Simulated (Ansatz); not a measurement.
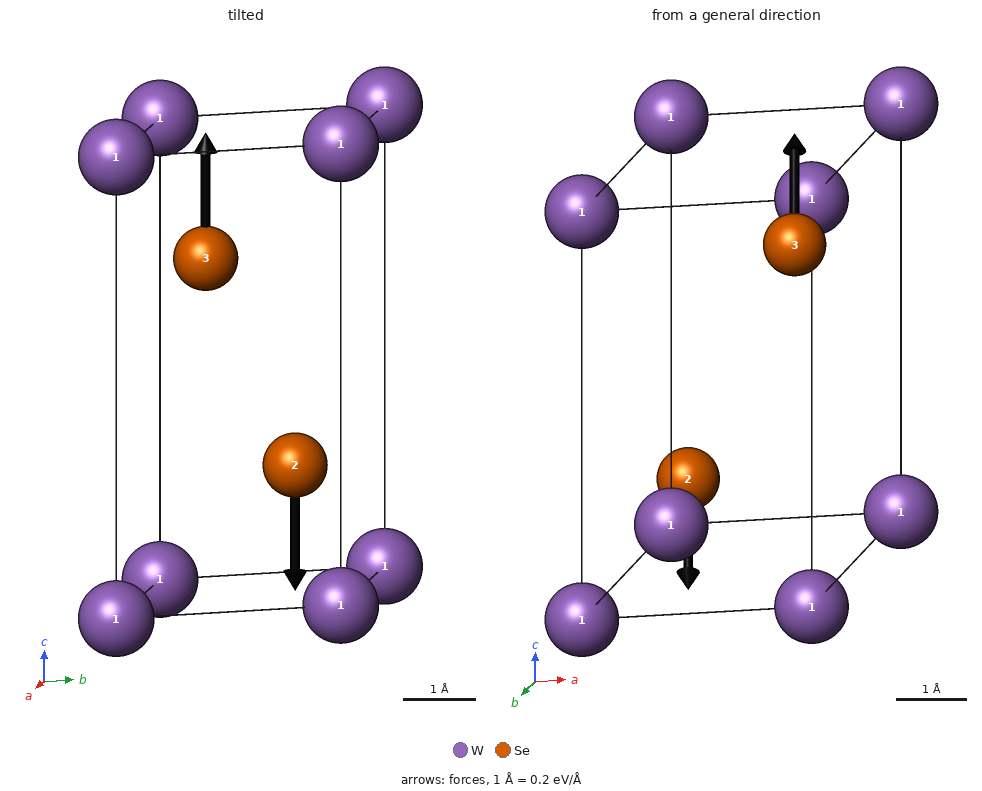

Structure drawing (spheres-only), viewed slightly off an axis and from a general direction. The parallelepiped is the simulation cell. The arrows are the computed forces on the atoms.

System: WSe₂. Theory: DFT, HSE06, plane waves, PAW in Ansatz. Numerical settings: plane waves to 420 eV, k-grid 6×6×2, Fermi-Dirac smearing of 0.02 eV, no spin polarisation.

Question: Is the structure at rest?

Answer: No. The atoms still feel forces of up to about 0.27 eV/Å, far above a usual threshold of 0.01 to 0.03 eV/Å.

Question: Identify the atom with the maximum force.

Answer: Se2 and Se3, about 0.27 eV/Å.

Starting structure: a structure type filled with these elements by a generator (whether the compound takes this form wasn't checked). Earlier steps of the study may have refined or changed the cell and positions. A calculation with Ansatz used it as input.
